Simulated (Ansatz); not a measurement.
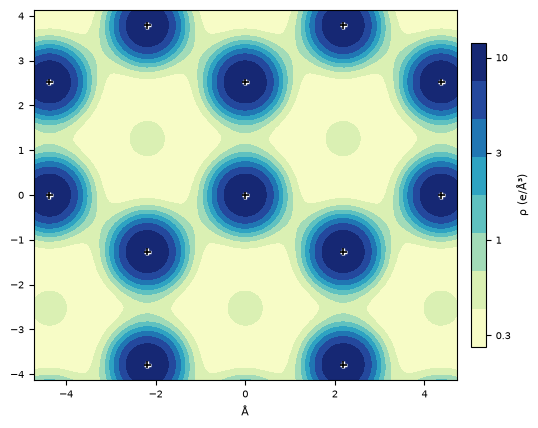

The valence charge density (pseudo) on a plane through atoms (crosses mark nuclei in the plane).

Theory: DFT, RPBE, plane waves (420 eV) with PAW, scalar-relativistic (Ansatz).

Candidates:
A. Pt, a = 4.37 Å, b = 4.37 Å, c = 2.61 Å, α = 90.00°, β = 90.00°, γ = 120.00°. Space group P6/mmm; set up as Pt, omega (AlB2-type); a generated structure, not necessarily the stable one; changed on purpose from its base cell (volume × 0.88); computed pressure about 39 GPa in this cell.
B. Ir, a = 2.65 Å, b = 2.65 Å, c = 2.65 Å, α = 90.00°, β = 90.00°, γ = 90.00°. Space group Pm-3m; set up as Ir, simple cubic; a generated structure, not necessarily the stable one; changed on purpose from its base cell (volume × 1.08); computed pressure about −15 GPa in this cell; computed without spin polarisation.

Q: Which candidate gave the map?

A: Candidate A: Pt on the (001) plane of the conventional cell, which holds Pt. Pt–Pt (2.52 Å): ρ at the midpoint is about 0.61 e/Å³.
